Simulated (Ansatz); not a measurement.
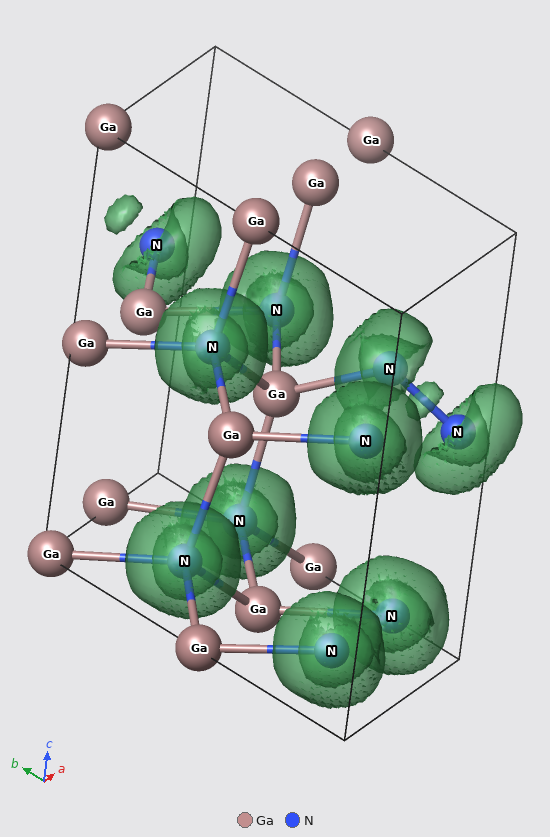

The picture shows: Ga8N9 (cell with a defect). Isosurface of the ELF at 0.75 (green), seen at an oblique angle. Core shells and regions of very low density are left out. Sticks mark near contacts.

Spin-polarised.

Computed with DFT PBE, scalar-relativistic, plane waves, PAW in Ansatz.

```cif
data_structure
_symmetry_space_group_name_H-M 'P 1'
_symmetry_Int_Tables_number 1
_cell_length_a 6.4325
_cell_length_b 6.4325
_cell_length_c 6.4325
_cell_angle_alpha 60.000
_cell_angle_beta 60.000
_cell_angle_gamma 60.000
_cell_volume 188.20
loop_
_atom_site_label
_atom_site_type_symbol
_atom_site_fract_x
_atom_site_fract_y
_atom_site_fract_z
_atom_site_occupancy
Ga1 Ga 0.04063 0.97075 0.49928 1
Ga2 Ga 0.01799 0.47864 0.50403 1
Ga3 Ga 0.51500 0.95613 0.48867 1
Ga4 Ga 0.49632 0.50914 0.49561 1
Ga5 Ga 0.01362 0.98139 0.00642 1
Ga6 Ga 0.00751 0.48754 0.00291 1
Ga7 Ga 0.48707 0.98381 0.03585 1
Ga8 Ga 0.51113 0.48104 0.00032 1
N1 N 0.12063 0.11447 0.13800 1
N2 N 0.13709 0.60700 0.12894 1
N3 N 0.63949 0.10752 0.12354 1
N4 N 0.63076 0.61188 0.12665 1
N5 N 0.14370 0.10211 0.63009 1
N6 N 0.13280 0.60816 0.63117 1
N7 N 0.51629 0.17656 0.69647 1
N8 N 0.64441 0.58938 0.62823 1
N9 N 0.71033 0.00409 0.58671 1
```

Question: What do the ELF domains correspond to?

Answer: The surface consists of one region between bonded N–N atoms and nine regions wrapped around N (the valence shell of each), counted in one cell of 17 atoms. Any copies at cell faces, edges or corners count once. Profiles from the grid: N–N (1.34 Å): the ELF peaks at about 0.85 between the atoms. Ga–N (1.83 Å): the ELF peaks at about 0.85 in the valence shell of N, 0.6 Å from its nucleus, and is about 0.50 at the midpoint.
